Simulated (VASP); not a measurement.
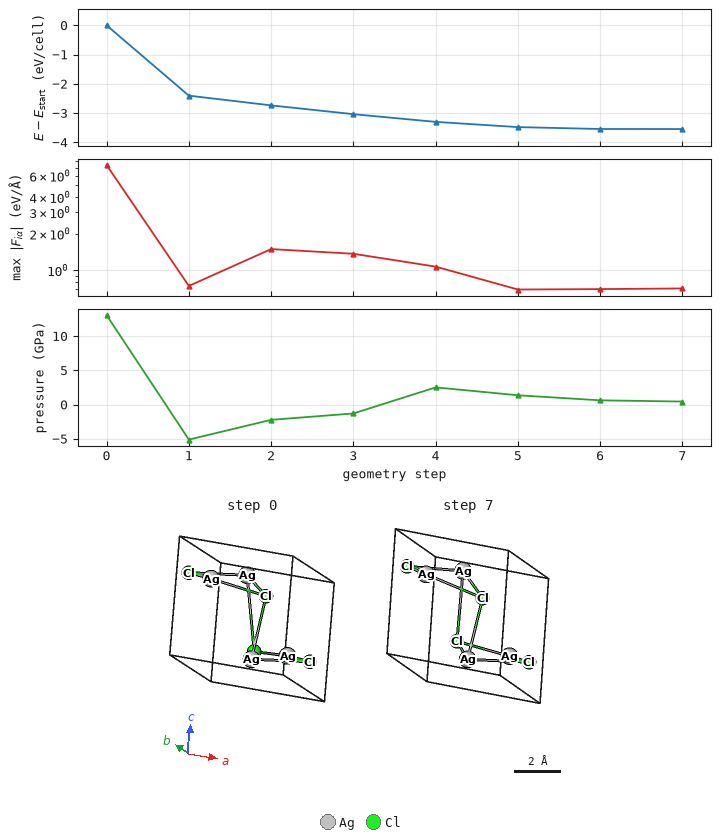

First and last geometry of a relaxation of solid AgCl (set up in P1), with the history of the run. The picture is a ball-and-stick view of the cell of the calculation, seen slightly off an axis.

The run lets cell and atoms move.

Theory: Kohn-Sham DFT of a periodic cell, PBE, VASP PAW PBE potentials, recommended (VASP).

Input file:
```
ALGO = Normal ; EDIFF = 1E-6
EDIFFG = -0.005 ; ENCUT = 600
GGA = PE ; IBRION = 2
ISIF = 3 ; ISMEAR = 0
LASPH = T ; LCHARG = F
LREAL = F ; LWAVE = F
NELM = 80 ; NSW = 40
PREC = Accurate ; SIGMA = 0.05
```

Command:
```bash
cat potpaw_PBE.64/Ag/POTCAR potpaw_PBE.64/Cl/POTCAR > POTCAR
mpirun -np 1 vasp_std > vasp.out
```

Q: What do the curves and the structures tell?

A: The run was cut off at its time limit before the relaxation converged, so the last structure is only a point on the way. Over 7 geometry steps the energy falls by 3.544 eV per cell of the calculation. The largest force component goes from 7.4 to 0.71 eV/Å. Pressure: 13.06 GPa at the start and 0.45 GPa at the end. The atom that moves furthest relative to the cell is a Cl atom (0.78 Å along [−2 3 1]). By element the largest moves are Cl 0.78 Å, Ag 0.33 Å. The volume changes by +4.7 %, with a 5.422 → 5.439 Å (+0.3 %), b unchanged at 5.422 Å, c 5.863 → 6.108 Å (+4.2 %), α 102.7° → 101.0°, β 102.7° → 104.2°, γ 92.7° → 91.8°. Among the contacts that change: Ag–Cl 3.634 → 2.702 Å, Cl–Cl 2.816 → 3.719 Å, Cl–Cl 2.775 → 3.670 Å, Ag–Cl 3.653 → 2.765 Å. New bonds form: Ag–Cl (3.63 → 2.70 Å), Ag–Cl (3.65 → 2.77 Å). Bond angles that change, for instance: Ag–Cl–Ag 133.7° → 103.3°, Cl–Ag–Cl 110.0° → 90.1°, Cl–Ag–Cl 110.4° → 91.4°. The space group stays P1 (No. 1).
